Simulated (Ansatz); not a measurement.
## Electronic structure of BAs in real space

The calculation's input:

```
crystal:
  lattice:
    - [-1.7036858095, 1.7036858095, 5.9327556105]
    - [1.7036858095, -1.7036858095, 5.9327556105]
    - [1.7036858095, 1.7036858095, -5.9327556105]
  atoms:
    - { symbol: B, position: [0.5847281645, 0.5847281645, 0.0] }
    - { symbol: B, position: [0.3347281645, 0.8347281645, 0.5] }
    - { symbol: As, position: [0.4152718355, 0.4152718355, 0.0] }
    - { symbol: As, position: [0.1652718355, 0.6652718355, 0.5] }
basis:
  ecutwfc: 420
kpoints:
  mp_grid: { grid: [18, 18, 18] }
hamiltonian:
  xc: pbe
scf:
  occupations: { method: gaussian, width: 0.1 }
output:
  forces: true
  stress: true
  eigenvalues: true
  write_density: true
  write_potential: true
  elf: true
  volumetric_format: npy
relax:
  adjacent_minimum: "off"
  f_tol: 0.01
  max_steps: 80
  cell: { stress_tol: 0.05 }
```

Launched as:

```sh
ansatz run input.yaml --threads 1 --pin off --max-ram 2560MiB --backend cpu --events-out ev --progress --plain --runs-dir out
```

Below, planes, directions and counts refer to the conventional cell (a = 3.41 Å, b = 3.41 Å, c = 11.87 Å, α = 90.00°, β = 90.00°, γ = 90.00°).

The fields are those of the relaxed geometry.

Space group I4₁md; a structure generated by program, which may or may not match a known phase.

Computed with DFT PBE, scalar-relativistic, plane waves, PAW (Ansatz 0.2.0).

Core electrons are frozen (PAW), and the valence fields are smoothed inside the atomic spheres.

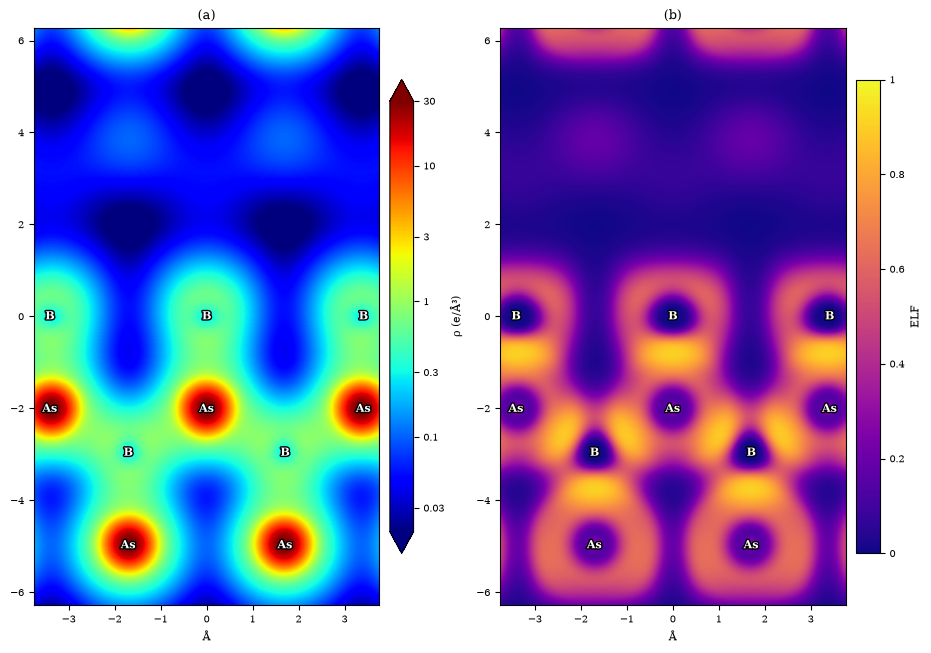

Figure 1. (a) valence pseudo-density; (b) ELF on the (010) plane of the conventional cell.

Question: What do the fields say about this system?

Answer: The plane passes through B and As nuclei. B–As (1.95 Å): ρ at the midpoint is about 0.91 e/Å³; the ELF peaks at about 0.90 between the atoms. B–As (2.01 Å): ρ is about 0.85 e/Å³ halfway; the ELF peaks at about 0.90 between the atoms. Between the atoms the lowest density in this plane is 0.01 e/Å³.

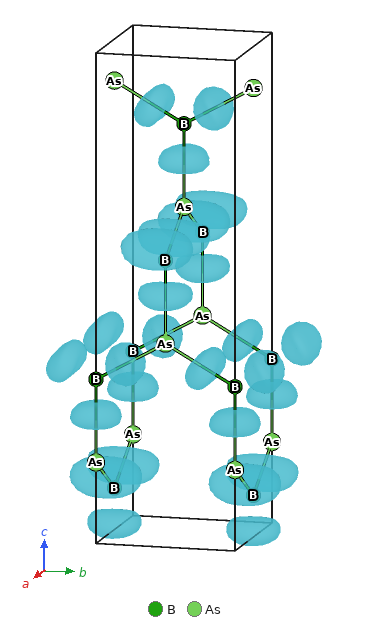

Figure 2. Isosurface of the electron localisation function at 0.75 (cyan), seen slightly off an axis. Core shells and regions of very low density are left out. Sticks mark near contacts.

Question: What do the ELF domains correspond to?

Answer: The ELF exceeds this value in twelve regions between bonded As–B atoms, counted in one cell of 8 atoms. Any copies at cell faces, edges or corners count once.

Question: Does the calculation make it a metal, or give it a gap?

Answer: It is gapless in this calculation (a metal or semimetal).
